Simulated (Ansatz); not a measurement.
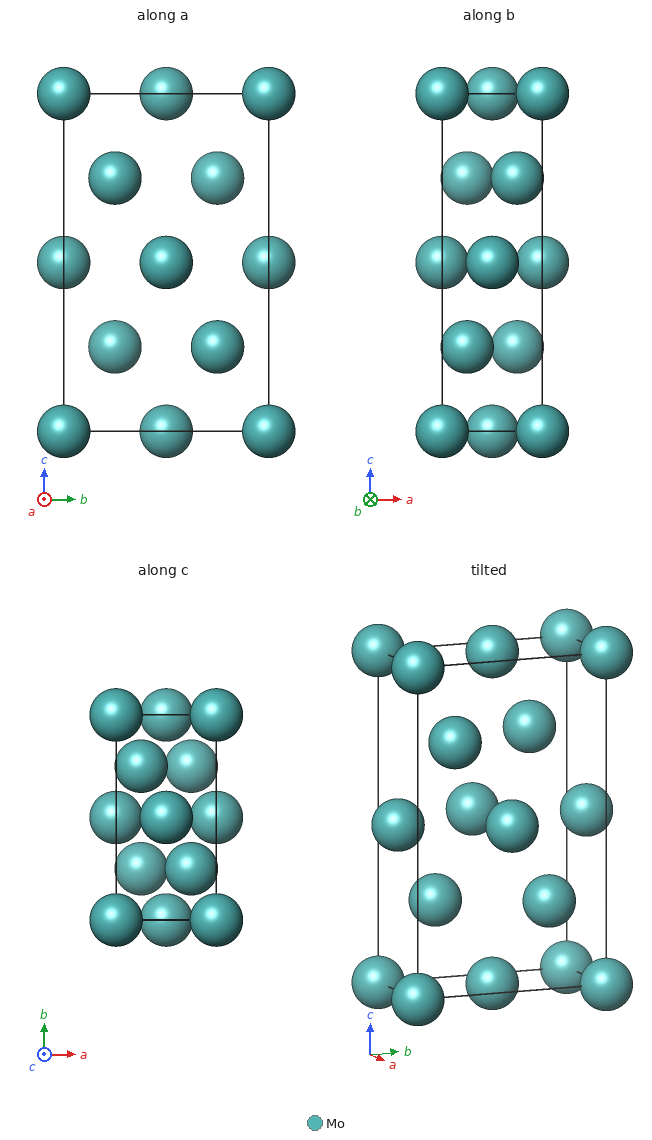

The crystal in a spheres-only representation, seen along the a axis, along the b axis, along the c axis and slightly off an axis. Thin lines show the conventional unit cell, with boundary atoms drawn in all their periodic places.

Lattice parameters: a = 2.5893 Å, b = 5.2946 Å, c = 8.7175 Å, α = 90.000°, β = 90.000°, γ = 90.000°.

Record the structure as a CIF in P1 with every atom of the cell.

Answer.
```cif
data_structure
_symmetry_space_group_name_H-M 'P 1'
_symmetry_Int_Tables_number 1
_cell_length_a 2.5893
_cell_length_b 5.2946
_cell_length_c 8.7175
_cell_angle_alpha 90.000
_cell_angle_beta 90.000
_cell_angle_gamma 90.000
_cell_volume 119.51
loop_
_atom_site_label
_atom_site_type_symbol
_atom_site_fract_x
_atom_site_fract_y
_atom_site_fract_z
_atom_site_occupancy
Mo1 Mo 0.2500 0.2500 0.2500 1
Mo2 Mo 0.5000 0.0000 0.5000 1
Mo3 Mo 0.2500 0.7500 0.7500 1
Mo4 Mo 0.5000 0.5000 0.0000 1
Mo5 Mo 0.7500 0.2500 0.7500 1
Mo6 Mo 0.0000 0.0000 0.0000 1
Mo7 Mo 0.7500 0.7500 0.2500 1
Mo8 Mo 0.0000 0.5000 0.5000 1
```

The cell started as a structure type filled with this element by a generator (whether the element takes this form wasn't checked). Earlier steps of the study may have refined or changed the cell and positions. It went into a calculation with Ansatz.

At this level of theory the cell isn't at rest (compressed, at 23 GPa), so its distances can differ from those at equilibrium, the more so the softer the solid.
